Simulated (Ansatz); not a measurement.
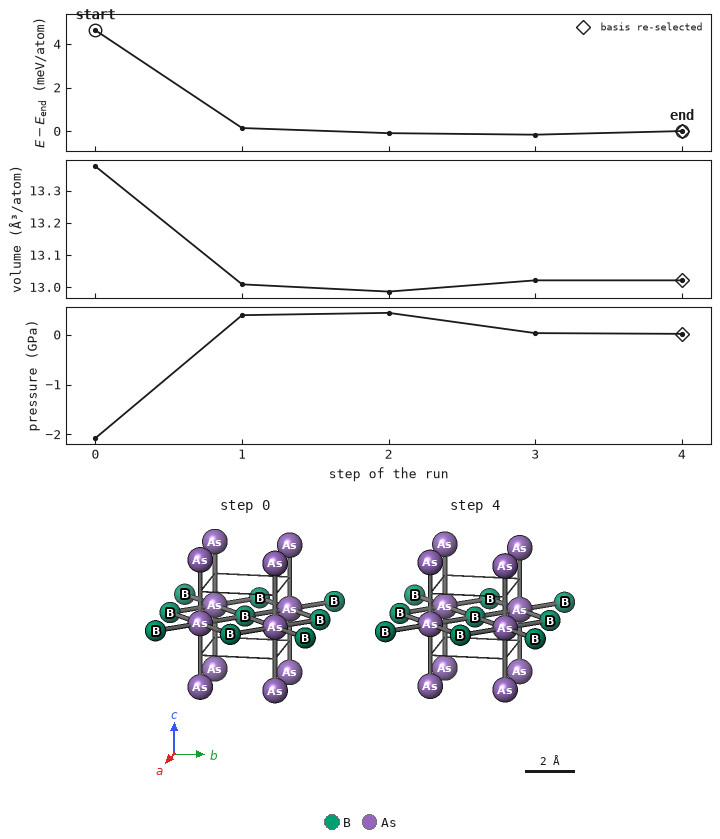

First and last geometry of a relaxation of crystalline BAs (a generated structure, set up in P4/mmm), with the history of the run. A ball-and-stick model of the cell of the calculation, seen slightly off an axis.

Computed with DFT PBE, scalar-relativistic, plane waves, PAW in Ansatz.

Input
```yaml
crystal:
  lattice:
    - [3.1454058653, 0.0, 0.0]
    - [0.0, 3.1454058653, 0.0]
    - [0.0, 0.0, 2.7038217981]
  atoms:
    - { symbol: B, position: [0.5, 0.5, 0.5] }
    - { symbol: As, position: [0.0, 0.0, 0.5] }
basis:
  ecutwfc: 420
kpoints:
  mp_grid: { grid: [18, 18, 20] }
hamiltonian:
  xc: pbe
scf:
  occupations: { method: gaussian, width: 0.1 }
output:
  forces: true
  stress: true
  eigenvalues: true
relax:
  adjacent_minimum: "off"
  f_tol: 0.01
  max_steps: 80
  cell: { stress_tol: 0.05 }
```

Launched with:
```bash
ansatz run input.yaml --threads 1 --pin off --max-ram 2560MiB --backend cpu --events-out ev --progress --plain --runs-dir out
```

**Did the run converge, and what did it change?**

It converged. Over 3 accepted moves (4 points after the start) the energy falls by 4.6 meV per atom. All forces vanish by symmetry, so only the cell relaxes. Pressure: −2.07 GPa at the start and 0.02 GPa at the end. The SCF was repeated once at an unchanged geometry on a basis and grid sized afresh for the cell, which shifted the energy by 0.2 meV per atom at most. No atom moves by more than 0.005 Å relative to the cell. Cell: a = b 3.145 → 3.147 Å (+0.1 %), c 2.704 → 2.629 Å (−2.7 %). Volume −2.6 %. Some distances before and after: As2–As2 2.704 → 2.629 Å. The space group stays P4/mmm (No. 123).
